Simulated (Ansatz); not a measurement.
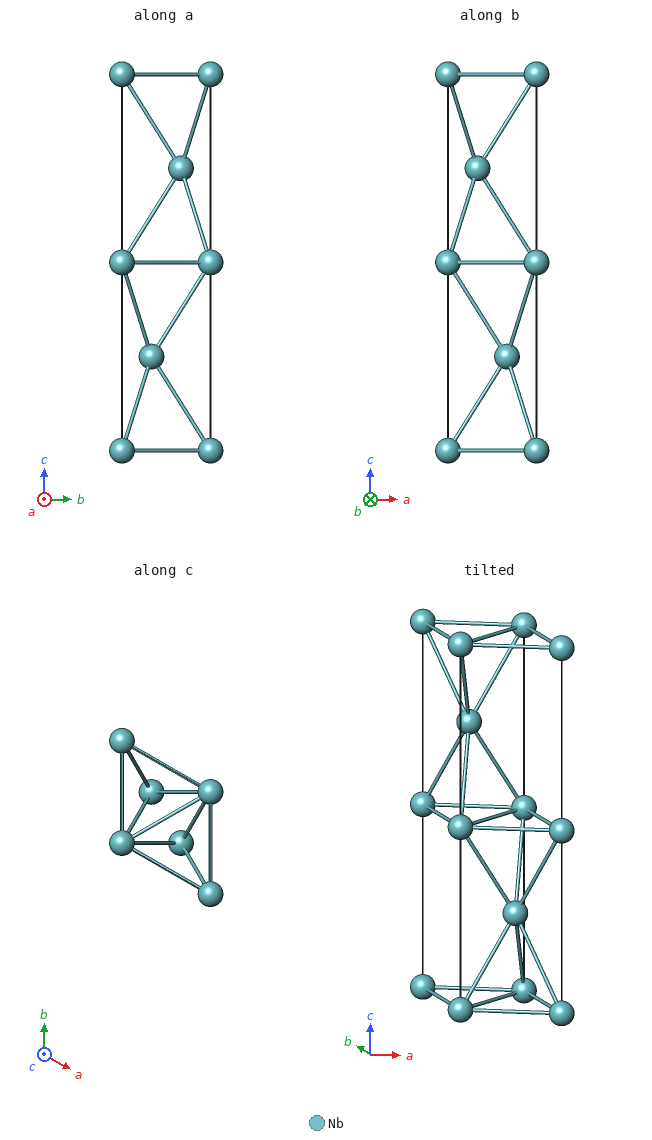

Ball-and-stick model, viewed along the a axis, along the b axis, along the c axis and slightly off an axis. The wireframe shows the conventional unit cell.

Lattice parameters: a = 2.855 Å, b = 2.855 Å, c = 10.511 Å, α = 90.00°, β = 90.00°, γ = 120.00°. Put a along x and b in the xy plane.

Question: Give the atomic positions as a POSCAR file.

Answer:
```
Nb
1.0
     2.855    0.000    0.000
    -1.428    2.473    0.000
     0.000    0.000   10.511
Nb
4
Direct
  0.0000 0.0000 0.0000
  0.0000 0.0000 0.5000
  0.3333 0.6667 0.7500
  0.6667 0.3333 0.2500
```

It derives from a structure type filled with this element by a generator (whether the element takes this form wasn't checked). What is shown is the relaxed result from DFT r2SCAN, scalar-relativistic, plane waves, PAW (Ansatz).
